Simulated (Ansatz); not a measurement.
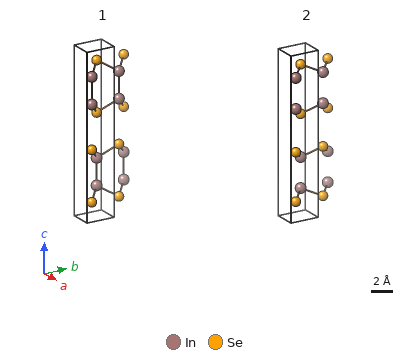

Two geometries of solid InSe (set up in P6_3/mmc) (coarse preliminary run), drawn at one scale. One is the start of a relaxation, the other its converged end. Style: ball-and-stick. Shown: the cell of the calculation, repeated 1 × 2 × 1 with one cell outlined, slightly off an axis.

These are results of Ansatz, DFT r2SCAN, scalar-relativistic, plane waves, PAW, not measurements. Settings: plane-wave cutoff 500 eV; k-point mesh 6 × 6 × 2; occupations gaussian; smearing width 0.1 eV; no spin polarisation; cell and atoms relaxed; force threshold 0.05 eV/Å; at most 80 steps.

> Which one is relaxed?

Structure 1 is the relaxed one. The largest moves relative to the cell, 0.21 Å, are those of In atoms. By element the largest moves are In 0.21 Å, Se 0.10 Å. The volume changes by +2.0 %, with a = b 4.050 → 4.046 Å (−0.1 %), c 16.930 → 17.305 Å (+2.2 %). Near-neighbour distances that change, for instance: In–In 3.149 → 2.798 Å, In–Se 2.517 → 2.653 Å. Bond angles that change, for instance: In–Se–In 107.1° → 99.4°, Se–In–Se 107.1° → 99.4°. The space group stays P6_3/mmc (No. 194). After 4 accepted moves (5 points after the start) the energy has fallen by 212 meV per atom. Largest force component: 2.9 eV/Å at the start, 0.011 eV/Å at the end. Pressure: 5.94 GPa at the start and 0.02 GPa at the end. At 1 point the geometry stayed and the basis and grid were re-selected for the new cell (energy shift of less than 0.05 meV per atom at most each time). Cost: 100 s on 2 threads of Arm Neoverse V2, with other jobs on the host, peak memory 1.1 GiB.

Limits of the set-up: layers or molecules are held without a dispersion correction, so their spacing is unreliable.
